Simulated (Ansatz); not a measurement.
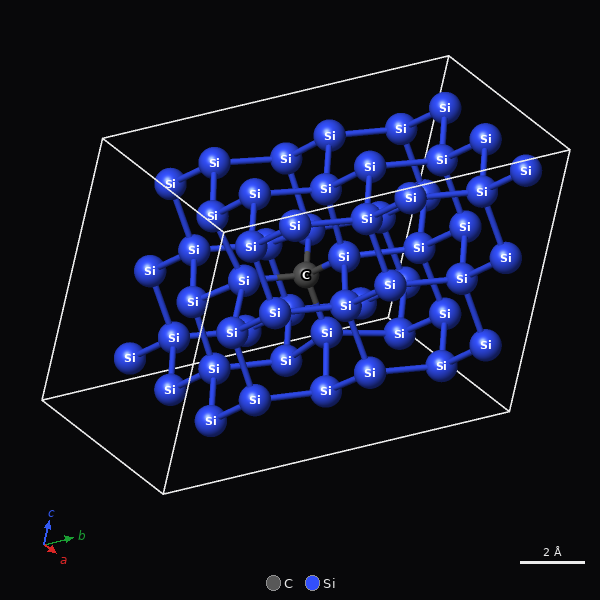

A ball-and-stick rendering, viewed slightly off an axis. The parallelepiped is the supercell. The host is Si, in a cell of 54 sites, and the cell is neutral.

**Identify the point defect.**

Carbon on a silicon site (a substitutional impurity). It is bonded to four Si in a tetrahedral arrangement at about 2.1 Å.

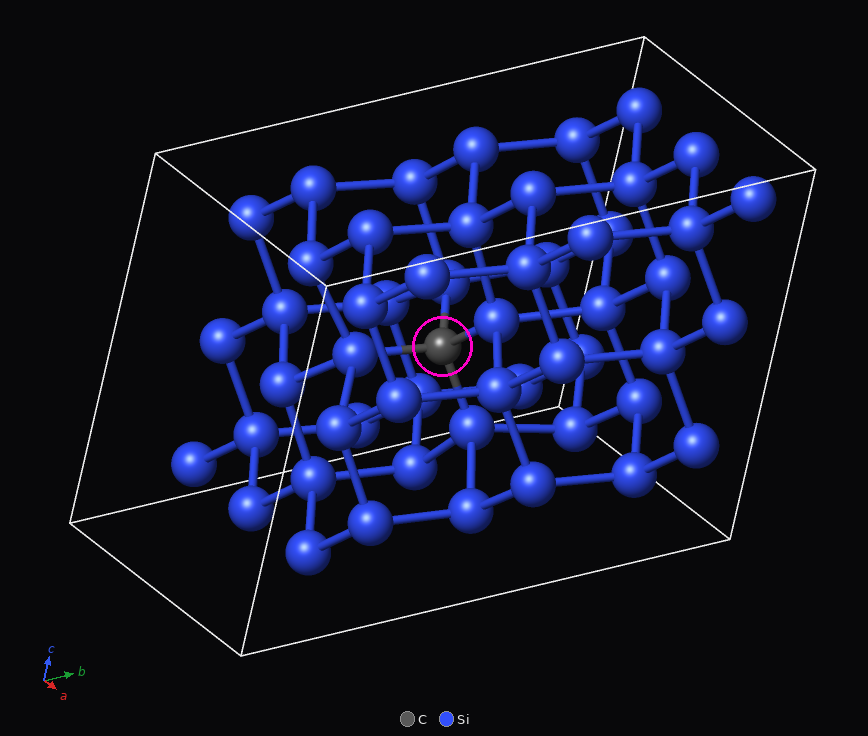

The same cell with a ring at the defect's site.

The atoms were relaxed in the host's cell with DFT PBE, scalar-relativistic, plane waves, PAW in Ansatz 0.2.0.
